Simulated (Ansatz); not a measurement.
# Geometry relaxation of Ti8HO16 (part 1 of 3)

The run: geometry relaxation of Ti8HO16 (defect cell, 25 atoms in the cell). Method and program: DFT PBEsol, scalar-relativistic, plane waves, PAW, PAW set soft_1, spin-polarised (Ansatz 0.2.0).

The structure derives from a Materials Project entry. It belongs to a series of runs on one base structure; here: end point A relaxed.

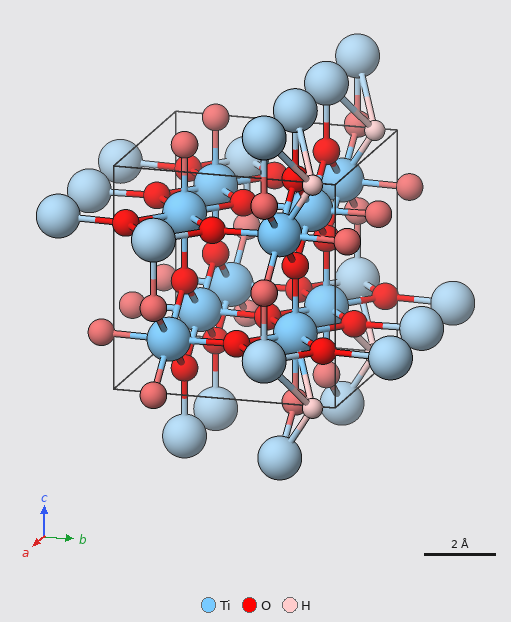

**Figure 1.** The structure as given in the input (ball-and-stick view of the cell of the calculation, seen slightly off an axis; neighbours outside the cell are drawn fainter). An atom can appear more than once, as a periodic image.

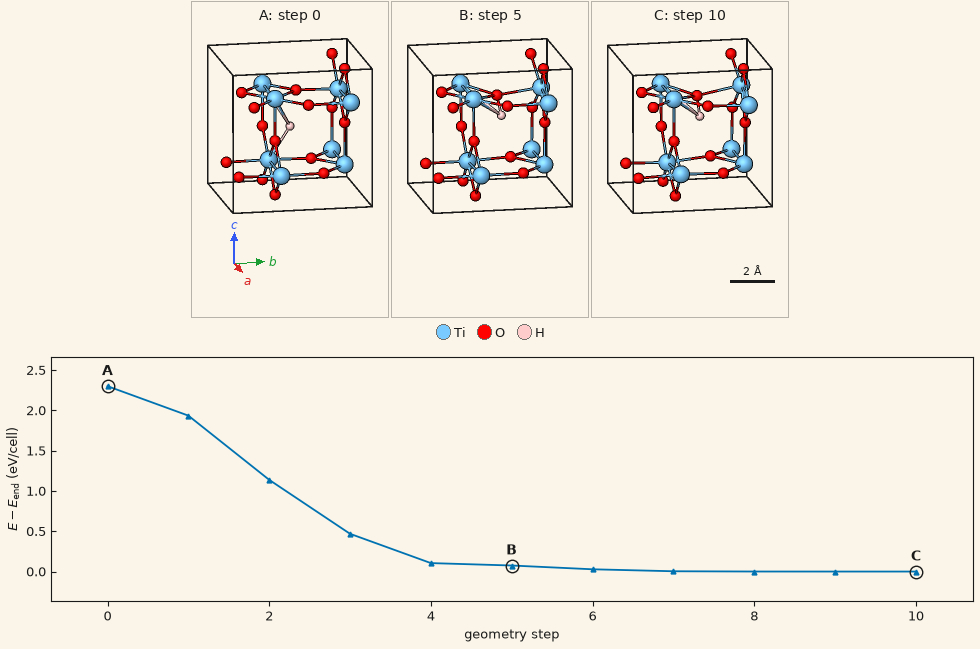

**Figure 2.** Frames of the relaxation (ball-and-stick view of the cell of the calculation (origin shifted), seen slightly off an axis) above the curves, on which the letters mark them (the first geometry is step 0 here and step 1 in the log).

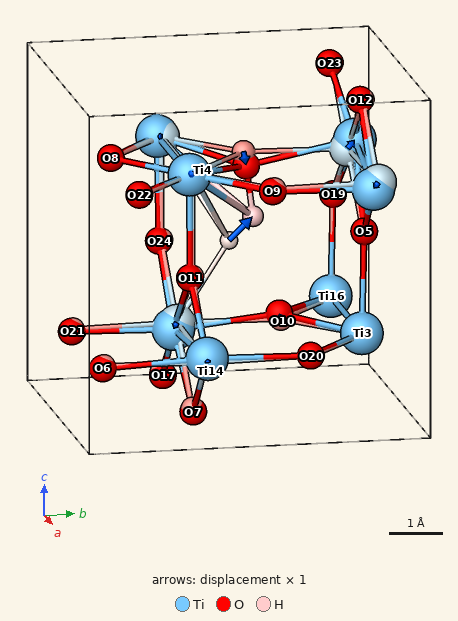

**Figure 3.** Start (faint) and end (solid) with the displacements as blue arrows, at true length (ball-and-stick view of the cell of the calculation (origin shifted), seen slightly off an axis). The atom that moves furthest is H25 (0.64 Å). By element the largest moves are H 0.64 Å, O 0.28 Å, Ti 0.22 Å. The cell doesn't change. Among the contacts that change: Ti13–H25 1.851 → 2.621 Å, O18–H25 1.722 → 1.000 Å, Ti15–O18 1.964 → 2.111 Å, Ti4–Ti15 2.973 → 3.107 Å. New bonds form: O18–H25 (1.72 → 1.00 Å). Bonds break: Ti13–H25 (1.85 → 2.62 Å). Among the angles that change: Ti4–O8–Ti15 98.4° → 104.4°, Ti4–O9–Ti15 98.4° → 94.1°, Ti13–O24–Ti15 130.1° → 134.0°. Over 10 geometry steps the energy falls by 2.301 eV per cell of the calculation. Largest force component: 1.6 eV/Å at the start, 0.01 eV/Å at the end. (Atoms are counted from 1 in the order of the input.)

These pictures come from the run below.

## Input
```yaml
crystal:
  lattice:
    - [5.94632, 0.0, 0.0]
    - [0.0, 6.574738, 0.0]
    - [0.0, 0.0, 6.574804]
  atoms:
    - { symbol: Ti, position: [0.5, 0.25, 0.254755] }
    - { symbol: Ti, position: [0.0, 0.25, 0.245245] }
    - { symbol: Ti, position: [0.25, 0.25, 0.75] }
    - { symbol: Ti, position: [0.25, 0.75, 0.25] }
    - { symbol: O, position: [0.249851, 0.25, 0.054919] }
    - { symbol: O, position: [0.5, 0.445101, 0.750383] }
    - { symbol: O, position: [0.250149, 0.75, 0.554919] }
    - { symbol: O, position: [0.0, 0.554899, 0.250383] }
    - { symbol: O, position: [0.5, 0.945101, 0.249617] }
    - { symbol: O, position: [0.0, 0.054899, 0.749617] }
    - { symbol: O, position: [0.249851, 0.75, 0.945081] }
    - { symbol: O, position: [0.250149, 0.25, 0.445081] }
    - { symbol: Ti, position: [0.0, 0.75, 0.754755] }
    - { symbol: Ti, position: [0.5, 0.75, 0.745245] }
    - { symbol: Ti, position: [0.75, 0.75, 0.25] }
    - { symbol: Ti, position: [0.75, 0.25, 0.75] }
    - { symbol: O, position: [0.749851, 0.75, 0.554919] }
    - { symbol: O, position: [0.0, 0.945101, 0.250383] }
    - { symbol: O, position: [0.750149, 0.25, 0.054919] }
    - { symbol: O, position: [0.5, 0.054899, 0.750383] }
    - { symbol: O, position: [0.0, 0.445101, 0.749617] }
    - { symbol: O, position: [0.5, 0.554899, 0.249617] }
    - { symbol: O, position: [0.749851, 0.25, 0.445081] }
    - { symbol: O, position: [0.750149, 0.75, 0.945081] }
    - { symbol: H, position: [1.0102322, 0.9007165, 0.9924215], spin: 1.0 }
magnetization:
  spin_polarized: true
basis:
  ecutwfc: 420.0
kpoints:
  mp_grid: { grid: [2, 2, 2] }
hamiltonian:
  xc: pbesol
  pseudopotentials: { kind: paw, azcp: { folder: soft_1 } }
scf:
  occupations: { method: gaussian, width: 0.02 }
  lower_state_search: "off"
relax:
  f_tol: 0.03
  max_steps: 60
  adjacent_minimum: "off"
```

Run as:
```bash
ansatz run input.yaml --threads 4 --pin off --max-ram 10240MiB --backend cpu --events-out ev --progress --plain --runs-dir out
```

## The program's output
```
Warning: [file] the record states the generating functional pbe (its physics header spells it `PBE`), which answers neither for hamiltonian.xc's functional nor for the pbesol family's — results may be inconsistent (PPs are generated against a specific XC)
Warning: [file] the record states the generating functional pbe (its physics header spells it `PBE`), which answers neither for hamiltonian.xc's functional nor for the pbesol family's — results may be inconsistent (PPs are generated against a specific XC)
Warning: [file] the record states the generating functional pbe (its physics header spells it `PBE`), which answers neither for hamiltonian.xc's functional nor for the pbesol family's — results may be inconsistent (PPs are generated against a specific XC)
Engine: ansatz 0.2.0, aarch64-unknown-linux-gnu
Pseudopotentials: kind: paw
Pseudopotential: Ti, paw, valence charge 12, recommended cutoff 420 eV (normal), [file]
Pseudopotential: O, paw, valence charge 6, recommended cutoff 420 eV (normal), [file]
Pseudopotential: H, paw, valence charge 1, recommended cutoff 420 eV (normal), [file]
Functional definition: PBEsol
  exchange = pbesol_x
  correlation = pbesol_c
Crystal: 25 atoms, lattice volume = 257.045 Å³
Basis set: ecut = 420 eV, 5031 PW (Γ), exchange–correlation on 80×90×90 points (8 copies of the dense FFT grid, shifted against one another)
Bands: 122, of which v1, the nominal top of the filled ones, is band 97 counted from 1 (96 counted from 0)
Symmetry: 1 space group operations
Space group: P1 (ITA 1), of the structure as read, at distance tolerance 6.4e-5 Å
Magnetic group: BNS 1.1 (UNI 1), of the structure as read, at distance tolerance 6.4e-5 Å
k-points: 8
Non-local potential: Ti, projectors of the file, l = 0: 3, l = 1: 2, l = 2: 3, l = 3: 1
Non-local potential: O, projectors of the file, l = 0: 2, l = 1: 2, l = 2: 1
Non-local potential: H, projectors of the file, l = 0: 2, l = 1: 1
PAW form: soft (Blöchl's): semilocal exchange-correlation on the pseudo side does not see the compensation charge
PAW frozen core: Ti, regenerated for the run's functional, and the local potential with it (the file was generated under x = pbe(κ = 0.804, μ = 0.2195149727645171), c = pbe(β = 0.06672455060314922))
PAW frozen core: O, regenerated for the run's functional, and the local potential with it (the file was generated under x = pbe(κ = 0.804, μ = 0.2195149727645171), c = pbe(β = 0.06672455060314922))
PAW one-centre angular grid: Ti, 590 points (default); XC on 64 Gauss nodes
PAW one-centre angular grid: O, 110 points (default); XC on 64 Gauss nodes
PAW one-centre angular grid: H, 110 points (default); XC on 64 Gauss nodes
Initial density: superposition of atomic densities (chi_scale 0.1, normalization cell, long waves kept (reshape's long-wave potential 0.02 eV rms))
Starting moments: Σ|m| = 1 μB on 1 of 25 sites
Initial wavefunctions: pseudopotential atomic-orbital guess
Functional: x = pbesol(κ = 0.804, μ = 0.12345679012345678), c = pbesol(β = 0.046)
SCF iter   1: F=—  HF=-28811.635173 eV  |F-HF|=—  |Δ(HF+E_count)|=         —  Δρ=2.93e-2 (↑2.93e-2 ↓2.58e-2)  dr2=7.07e0  dr2_m=1.82e-1  M=0.383 μB ∫|m|=0.524 μB  β_m=0.30  ethr=3.10e-3  ⟨swp⟩=4.4  Hψ=6187  notcnv=0  defer=30
preconditioner: auto → Resta (q_TF=auto, 2.601 Å⁻¹)  ε∞=8.7  [insulator: Δε(μ)=0.062 eV  Ē_g=9.489 eV  σ=0.020 eV  W_gap=0.50  n_scr=80 (ndim 8)  ℏωp=26.3 eV  f_vac=0.000  D(μ)=9.05/eV (n_scr^D=80)  ε∞_Penn≈8.7]
spin=Collinear: Resta preconditioning applied to the charge; magnetization (m = ρ↑ − ρ↓) channel mixes plain (no charge-response kernel on spin).
SCF iter   2: F=—  HF=-28811.465440 eV  |F-HF|=—  |Δ(HF+E_count)|=   1.70e-1  Δρ=2.06e-2 (↑2.06e-2 ↓1.89e-2)  dr2=3.23e0  dr2_m=1.02e-1  M=0.465 μB ∫|m|=0.568 μB  β_m=0.30  ethr=3.10e-3  ⟨swp⟩=2.0  Hψ=2411  notcnv=0  defer=298
preconditioner: auto → Kerker (q_TF=auto, 2.601 Å⁻¹)  [metal: Δε(μ)=0.018 eV  Ē_g=9.424 eV  σ=0.020 eV  W_gap=0.46  n_scr=80 (ndim 8)  ℏωp=26.3 eV  f_vac=0.000  D(μ)=13.89/eV (n_scr^D=136)]
spin=Collinear: Kerker preconditioning applied to the charge; magnetization (m = ρ↑ − ρ↓) channel mixes plain (no charge-response kernel on spin).
SCF iter   3: F=—  HF=-28811.414578 eV  |F-HF|=—  |Δ(HF+E_count)|=   5.09e-2  Δρ=1.21e-2 (↑1.21e-2 ↓1.19e-2)  dr2=1.22e0  dr2_m=4.61e-2  M=0.566 μB ∫|m|=0.620 μB  β_m=0.30  ethr=1.67e-3  ⟨swp⟩=2.1  Hψ=2151  notcnv=0  defer=300
SCF iter   4: F=—  HF=-28811.355574 eV  |F-HF|=—  |Δ(HF+E_count)|=   5.90e-2  Δρ=6.38e-3 (↑4.59e-3 ↓6.38e-3)  dr2=2.17e-1  dr2_m=2.20e-2  M=0.621 μB ∫|m|=0.671 μB  β_m=0.30  ethr=6.30e-4  ⟨swp⟩=2.3  Hψ=2827  notcnv=0  defer=297
SCF iter   5: F=—  HF=-28811.374078 eV  |F-HF|=—  |Δ(HF+E_count)|=   1.85e-2  Δρ=4.31e-3 (↑3.03e-3 ↓4.31e-3)  dr2=6.88e-2  dr2_m=1.49e-2  M=0.548 μB ∫|m|=0.605 μB  β_m=0.30  ethr=1.12e-4  ⟨swp⟩=2.4  Hψ=2538  notcnv=0  defer=290
SCF iter   6: F=—  HF=-28811.412405 eV  |F-HF|=—  |Δ(HF+E_count)|=   3.83e-2  Δρ=3.19e-3 (↑3.19e-3 ↓2.94e-3)  dr2=2.28e-2  dr2_m=1.67e-2  M=0.381 μB ∫|m|=0.480 μB  β_m=0.30  ethr=3.57e-5  ⟨swp⟩=2.1  Hψ=2558  notcnv=0  defer=290
SCF iter   7: F=—  HF=-28811.430720 eV  |F-HF|=—  |Δ(HF+E_count)|=   1.83e-2  Δρ=2.78e-3 (↑2.78e-3 ↓2.67e-3)  dr2=1.01e-2  dr2_m=1.47e-2  M=0.284 μB ∫|m|=0.404 μB  β_m=0.30  ethr=1.18e-5  ⟨swp⟩=2.4  Hψ=2564  notcnv=0  defer=290
SCF iter   8: F=—  HF=-28811.444998 eV  |F-HF|=—  |Δ(HF+E_count)|=   1.43e-2  Δρ=2.30e-3 (↑2.30e-3 ↓2.07e-3)  dr2=2.93e-3  dr2_m=1.07e-2  M=0.255 μB ∫|m|=0.368 μB  β_m=0.30  ethr=5.23e-6  ⟨swp⟩=2.3  Hψ=3199  notcnv=0  defer=290
SCF iter   9: F=—  HF=-28811.453356 eV  |F-HF|=—  |Δ(HF+E_count)|=   8.36e-3  Δρ=2.06e-3 (↑2.06e-3 ↓1.83e-3)  dr2=1.20e-3  dr2_m=8.65e-3  M=0.235 μB ∫|m|=0.331 μB  β_m=0.30  ethr=1.52e-6  ⟨swp⟩=2.2  Hψ=2779  notcnv=0  defer=290
SCF iter  10: F=—  HF=-28811.459859 eV  |F-HF|=—  |Δ(HF+E_count)|=   6.50e-3  Δρ=1.75e-3 (↑1.75e-3 ↓1.63e-3)  dr2=6.15e-4  dr2_m=6.59e-3  M=0.223 μB ∫|m|=0.306 μB  β_m=0.30  ethr=6.24e-7  ⟨swp⟩=2.5  Hψ=2953  notcnv=0  defer=290
SCF iter  11: F=—  HF=-28811.464671 eV  |F-HF|=—  |Δ(HF+E_count)|=   4.81e-3  Δρ=1.46e-3 (↑1.41e-3 ↓1.46e-3)  dr2=1.46e-4  dr2_m=4.81e-3  M=0.212 μB ∫|m|=0.288 μB  β_m=0.30  ethr=3.19e-7  ⟨swp⟩=2.7  Hψ=3479  notcnv=0  defer=289
SCF iter  12: F=—  HF=-28811.468190 eV  |F-HF|=—  |Δ(HF+E_count)|=   3.52e-3  Δρ=1.41e-3 (↑1.41e-3 ↓1.23e-3)  dr2=7.47e-4  dr2_m=4.04e-3  M=0.198 μB ∫|m|=0.269 μB  β_m=0.30  ethr=7.55e-8  ⟨swp⟩=3.0  Hψ=3570  notcnv=0  defer=289
Mixer restart at iter 12: flushing history
spin-set hold released at iteration 12 (site moments contracting): the magnetisation degrees of freedom join the quasi-Newton model from the next iteration; the mixer history was flushed
SCF iter  13: F=—  HF=-28811.470854 eV  |F-HF|=—  |Δ(HF+E_count)|=   2.66e-3  Δρ=1.20e-3 (↑1.20e-3 ↓1.06e-3)  dr2=4.82e-4  dr2_m=2.97e-3  M=0.195 μB ∫|m|=0.260 μB  β_m=0.42  ethr=7.55e-8  ⟨swp⟩=2.9  Hψ=3522  notcnv=0  defer=289
SCF iter  14: F=—  HF=-28811.476428 eV  |F-HF|=—  |Δ(HF+E_count)|=   5.57e-3  Δρ=5.58e-4 (↑5.58e-4 ↓4.79e-4)  dr2=3.68e-4  dr2_m=5.74e-4  M=0.220 μB ∫|m|=0.264 μB  β_m=0.62  ethr=7.55e-8  ⟨swp⟩=4.2  Hψ=4212  notcnv=0  defer=289
SCF iter  15: F=—  HF=-28811.477334 eV  |F-HF|=—  |Δ(HF+E_count)|=   9.07e-4  Δρ=3.50e-4 (↑3.50e-4 ↓3.37e-4)  dr2=2.88e-4  dr2_m=2.27e-4  M=0.232 μB ∫|m|=0.276 μB  β_m=0.81  ethr=7.55e-8  ⟨swp⟩=3.1  Hψ=3979  notcnv=0  defer=290
SCF iter  16: F=—  HF=-28811.477515 eV  |F-HF|=—  |Δ(HF+E_count)|=   1.80e-4  Δρ=2.51e-4 (↑2.51e-4 ↓1.90e-4)  dr2=1.27e-4  dr2_m=9.32e-5  M=0.248 μB ∫|m|=0.297 μB  β_m=0.91  ethr=7.55e-8  ⟨swp⟩=2.3  Hψ=3294  notcnv=0  defer=290
SCF iter  17: F=—  HF=-28811.477614 eV  |F-HF|=—  |Δ(HF+E_count)|=   9.90e-5  Δρ=2.23e-4 (↑2.23e-4 ↓1.07e-4)  dr2=1.58e-4  dr2_m=2.87e-5  M=0.250 μB ∫|m|=0.307 μB  β_m=0.95  ethr=6.61e-8  ⟨swp⟩=2.0  Hψ=3222  notcnv=0  defer=290
SCF iter  18: F=—  HF=-28811.477623 eV  |F-HF|=—  |Δ(HF+E_count)|=   9.82e-6  Δρ=1.08e-4 (↑1.08e-4 ↓9.13e-5)  dr2=4.45e-5  dr2_m=9.97e-6  M=0.250 μB ∫|m|=0.310 μB  β_m=0.98  ethr=6.61e-8  ⟨swp⟩=2.0  Hψ=3194  notcnv=0  defer=290
SCF iter  19: F=—  HF=-28811.477632 eV  |F-HF|=—  |Δ(HF+E_count)|=   8.23e-6  Δρ=9.63e-5 (↑9.63e-5 ↓5.41e-5)  dr2=6.41e-5  dr2_m=2.88e-6  M=0.249 μB ∫|m|=0.308 μB  β_m=0.87  ethr=1.17e-8  ⟨swp⟩=3.6  Hψ=5213  notcnv=0
iter 20 did not close the SCF: its close was put off for a magnetic moment that had not settled (scf_convergence_deferred on its scf_iter line)
SCF iter  20: F=-28811.477622 eV  HF=-28811.477626 eV  |F-HF|=4.56e-6  |Δ(HF+E_count)|=   5.29e-6  Δρ=2.84e-5 (↑2.84e-5 ↓2.09e-5)  dr2=5.97e-6  dr2_m=4.01e-7  M=0.249 μB ∫|m|=0.308 μB  β_m=0.86  ethr=1.17e-8  ⟨swp⟩=2.0  Hψ=5447  notcnv=0
iter 21 did not close the SCF: its close was put off for a magnetic moment that had not settled (scf_convergence_deferred on its scf_iter line)
[...]
  greatest PAW one-centre occupation: 0.998 electrons in one spin orbital (limit 2), on the Ti atom at site 14 (counted from 0), in its partial waves of l = 0
relax step   1: F+E_penalty+E_count = -28811.47762614 eV  Δ(F+E_penalty+E_count) = +0.000e0 eV  max|allowed force component| = 1.600e0 eV/Å  Δτ_max = 0.0000 Å  (23 SCF iters, dr2 threshold 2.25e-5 eV, accepted)
Initial density: handed on by an earlier stage of this run
Starting moments: Σ|m| = 1 μB on 1 of 25 sites; this step starts from the density that it was given
Initial wavefunctions: those handed on with the density
preconditioner: auto → Kerker (q_TF=auto, 2.601 Å⁻¹)  [metal: Δε(μ)=0.004 eV  Ē_g=9.495 eV  σ=0.020 eV  W_gap=0.12  n_scr=80 (ndim 8)  ℏωp=26.3 eV  f_vac=0.019  D(μ)=15.01/eV (n_scr^D=154)]
spin=Collinear: Kerker preconditioning applied to the charge; magnetization (m = ρ↑ − ρ↓) channel mixes plain (no charge-response kernel on spin).
  greatest PAW one-centre occupation: 0.998 electrons in one spin orbital (limit 2), on the Ti atom at site 3 (counted from 0), in its partial waves of l = 0
```
